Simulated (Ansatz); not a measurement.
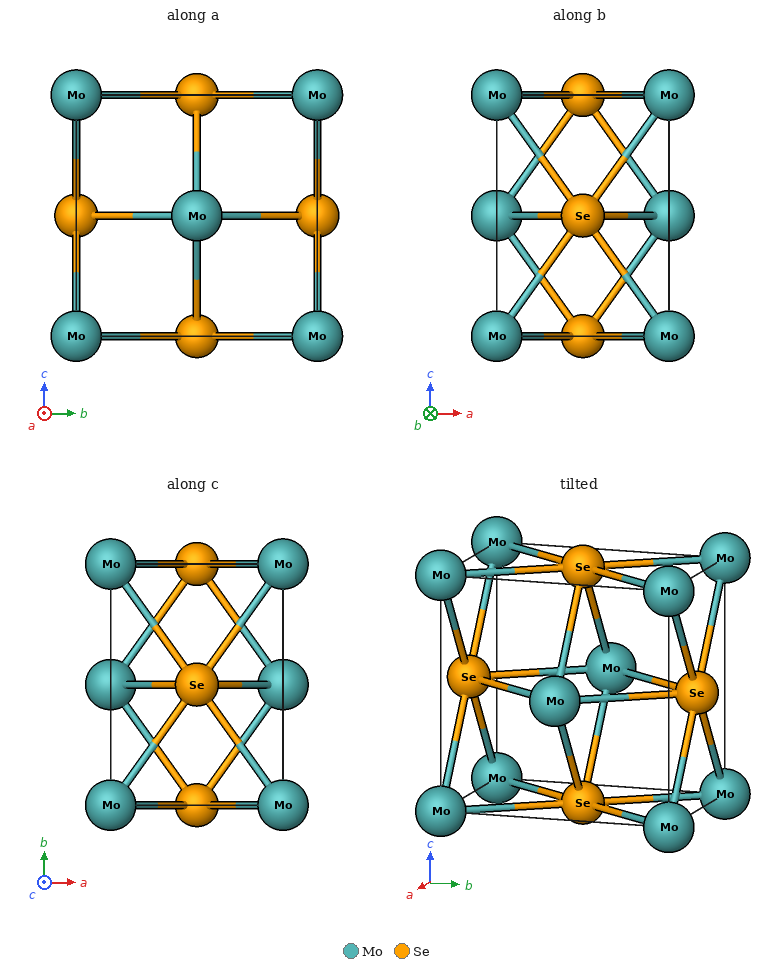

An orthographic ball-and-stick view of the structure, along the a axis, along the b axis, along the c axis and slightly off an axis. The outline marks the unit cell.

Lattice parameters: a = 3.517 Å, b = 4.921 Å, c = 4.921 Å, α = 90.00°, β = 90.00°, γ = 90.00°. Put a along x and b in the xy plane.

Write down what is shown as a POSCAR file.

```
Mo Se
1.0
     3.517    0.000    0.000
     0.000    4.921    0.000
     0.000    0.000    4.921
Mo Se
2 2
Direct
  0.0000 0.0000 0.0000
  0.0000 0.5000 0.5000
  0.5000 0.5000 0.0000
  0.5000 0.0000 0.5000
```

Its origin is a structure type filled with these elements by a generator (whether the compound takes this form wasn't checked). This is the structure after a relaxation with DFT r2SCAN+U, scalar-relativistic, plane waves, PAW (Ansatz 0.2.0).
